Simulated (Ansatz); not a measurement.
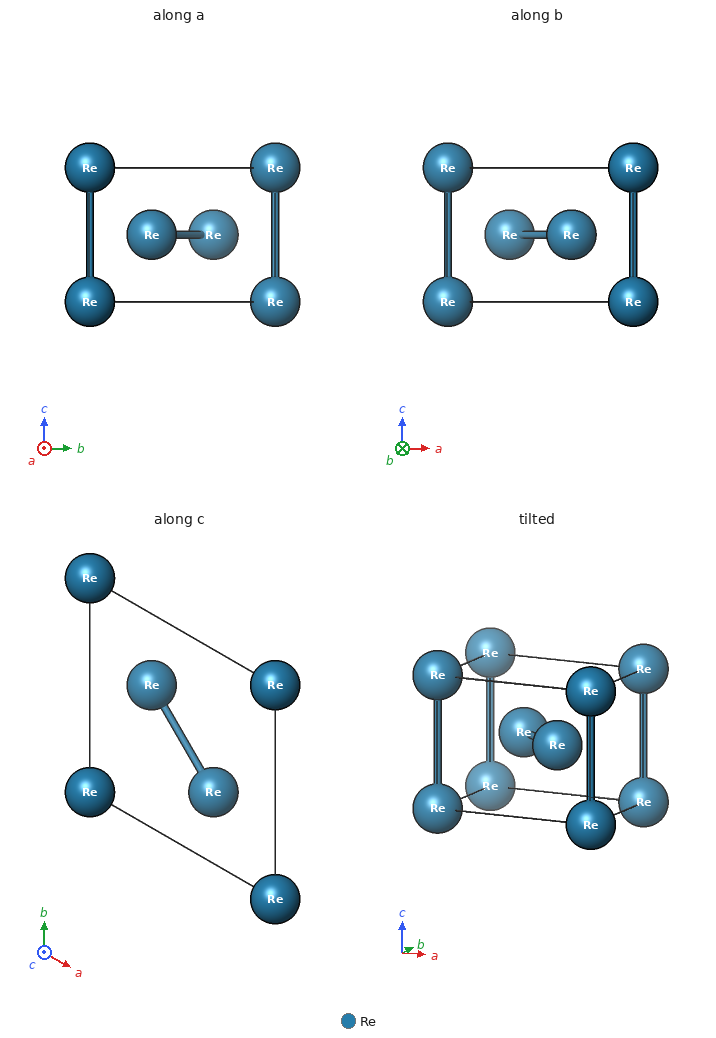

View along the a axis, along the b axis, along the c axis and slightly off an axis, drawn as a ball-and-stick model. Thin lines show the conventional unit cell, with boundary atoms drawn in all their periodic places.

Lattice parameters: a = 4.396 Å, b = 4.396 Å, c = 2.755 Å, α = 90.00°, β = 90.00°, γ = 120.00°.

Q: From the views, write a table of Wyckoff sites.

A: Space group P6/mmm (No. 191).
```csv
atom,site,x,y,z
Re,1a,0.0000,0.0000,0.0000
Re,2d,0.3333,0.6667,0.5000
```

Starting structure: a structure type filled with this element by a generator (whether the element takes this form wasn't checked). What is shown is the relaxed result from DFT, RPBE, plane waves (420 eV) with PAW, scalar-relativistic in Ansatz.
